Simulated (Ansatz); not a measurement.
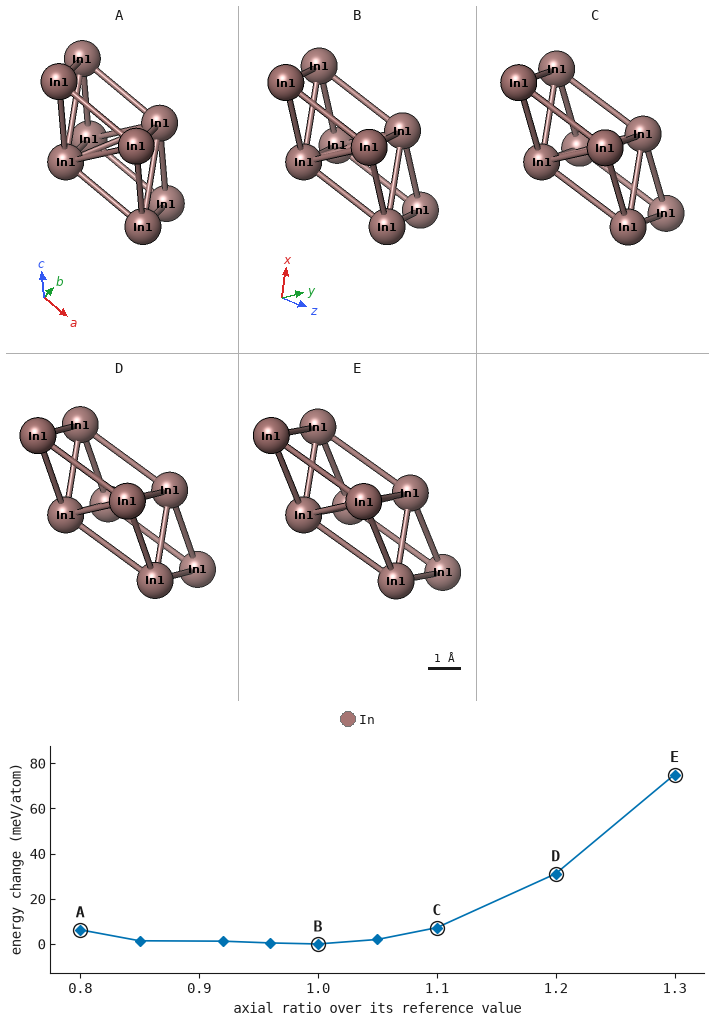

A crystal of In (I4/mmm): the ratio of the cell's length along z to its lengths across, counted as 1 for the reference, is changed at fixed volume (a c/a path), with the atoms kept at their fractional coordinates. x, y and z are the Cartesian axes of the input. The lettered frames are marked on the plot. Style: ball-and-stick. Shown: the cell of the calculation, slightly off an axis.

These are results of DFT PBE, scalar-relativistic, plane waves, PAW (Ansatz), not measurements. Set-up: plane-wave cutoff 420 eV; k-point mesh 22 × 22 × 22; occupations gaussian; smearing width 0.15 eV; no spin polarisation. Energies (free energies at the smearing named) are counted from the cell as listed in its source, which wasn't relaxed.

Q: What does the scan show?

A: The lowest computed point lies at the relative ratio 1.00 (0.0 meV/atom). The unrelaxed reference is under a pressure of 2.0 GPa. The distortion keeps the space group I4/mmm. At the relative ratio 1.30 the cell of the drawing goes a 3.378 → 3.623 Å, b 3.378 → 3.623 Å, c 3.378 → 3.623 Å, α 122.4° → 131.4°, β 122.4° → 131.4°, γ 85.8° → 71.1°.

The computed points:

| axial ratio over its reference value | energy change (meV/atom) |
| --- | --- |
| 0.80 | 6.3 |
| 0.85 | 1.4 |
| 0.92 | 1.2 |
| 0.96 | 0.5 |
| 1.00 | 0.0 |
| 1.05 | 2.0 |
| 1.10 | 7.2 |
| 1.20 | 31.1 |
| 1.30 | 75.0 |
